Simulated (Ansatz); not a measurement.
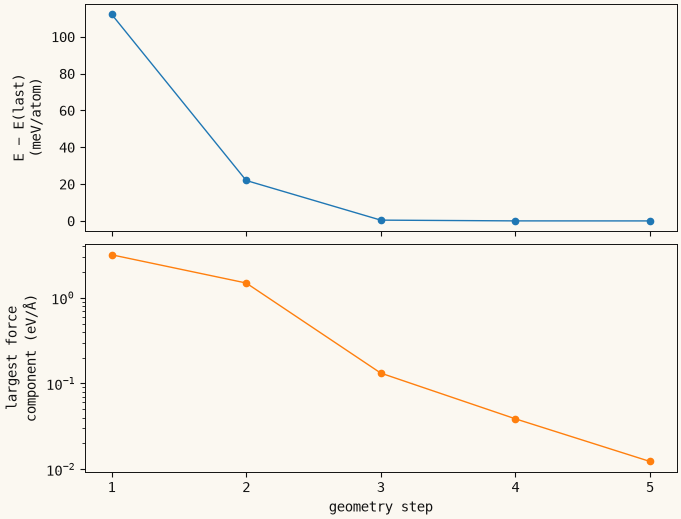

History of a geometry optimisation. B8P9 (defect cell, 17 atoms in the cell); DFT PBE, scalar-relativistic, plane waves, PAW (Ansatz 0.2.0); cutoff 420 eV, 3×3×3 k-mesh, Gaussian smearing of 0.01 eV, collinear spins. Only the atoms move.

The optimisation met its thresholds at geometry 5, counting the start as the first. The energy fell by about 110 meV/atom from the first step to the last. The largest force component goes from about 3.2 eV/Å at the start to 0.012 eV/Å at the end.
